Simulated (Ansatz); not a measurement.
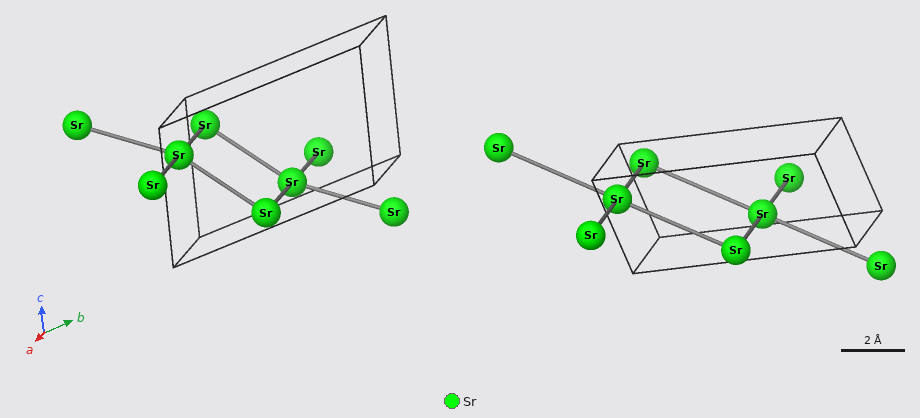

Two geometries of a crystal of Sr (built on the random type) (coarse preliminary run), drawn at one scale. One is the start of a relaxation, the other its converged end. Style: ball-and-stick. Shown: the cell of the calculation, slightly off an axis.

Level of theory: DFT PBE, scalar-relativistic, plane waves, PAW in Ansatz 0.2.0. Set-up: plane-wave cutoff 420 eV; k-point mesh 6 × 4 × 4; occupations gaussian; smearing width 0.1 eV; no spin polarisation; cell and atoms relaxed; force threshold 0.04 eV/Å; at most 70 steps.

Question: Which geometry has the lower energy?

Answer: The right one is the relaxed one. Case: random cell without symmetry. Over 9 accepted moves (10 points after the start) the energy falls by 1.403 eV per cell of the calculation. Largest force component: 0.28 eV/Å at the start, 0.0044 eV/Å at the end. The pressure goes from 0.36 to 0.07 GPa. The SCF was repeated once at an unchanged geometry on a basis and grid sized afresh for the cell, which shifted the energy by 1.9 meV per cell of the calculation at most. The largest moves relative to the cell, 0.18 Å, are those of Sr atoms. The volume changes by −17.7 %, with a 4.120 → 4.220 Å (+2.4 %), b 6.961 → 7.180 Å (+3.2 %), c 5.614 → 4.204 Å (−25.1 %), α 74.4° → 102.7°, β 66.3° → 62.4°, γ 102.1° → 103.0°. Among the contacts that change: Sr–Sr 6.028 → 4.371 Å, Sr–Sr 5.773 → 4.210 Å, Sr–Sr 5.614 → 4.204 Å, Sr–Sr 5.471 → 4.365 Å. Bond angles that change, for instance: Sr–Sr–Sr 162.4° → 179.7°. The space group stays P-1 (No. 2). The run took roughly 50 core-seconds on a shared host.
